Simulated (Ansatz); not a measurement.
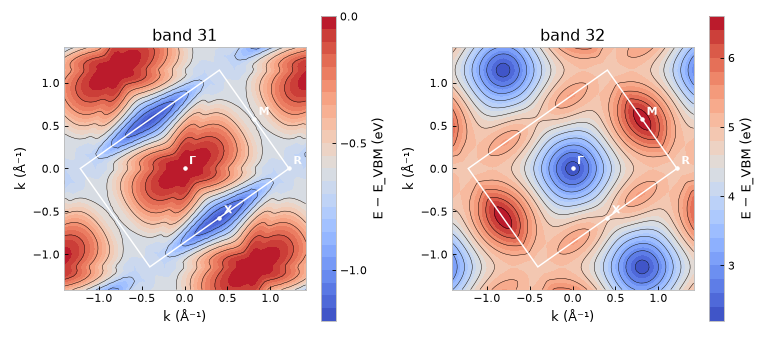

Two bands of AlGa$_{3}$N$_{4}$ (P-43m) over the plane through Γ, R and M: the highest mostly filled and the lowest mostly empty one.

All numbers here come from DFT PBEsol, scalar-relativistic, plane waves, PAW; levels and slopes on a dense k mesh at the converged density in Ansatz. No spin polarisation. Mesh 24×24×24, interpolated with the band slopes. The geometry was not relaxed. The cell comes from a database of computed structures, not from a measurement.

### Give both levels and their distance at the named points.

| point | lower band (eV) | upper band (eV) | distance (eV) |
| --- | --- | --- | --- |
| Γ | 0.00 | 2.28 | 2.28 |
| R | −0.67 | 4.90 | 5.57 |
| M | −0.60 | 6.59 | 7.19 |
| X | −1.19 | 4.82 | 6.01 |

### Where are the band edges of the whole zone?

The valence band has one maximum at Γ, three bands meeting there, with masses of 0.21 and 1.13 mₑ among them, each the same along x, y and z; the conduction band has one minimum at Γ, mass 0.20 mₑ in all directions. The gap is direct, 2.28 eV at this level of theory, which underestimates gaps and can reorder valleys that lie close.

Spin-orbit coupling, left out here, can split bands that meet at an edge and change their masses.
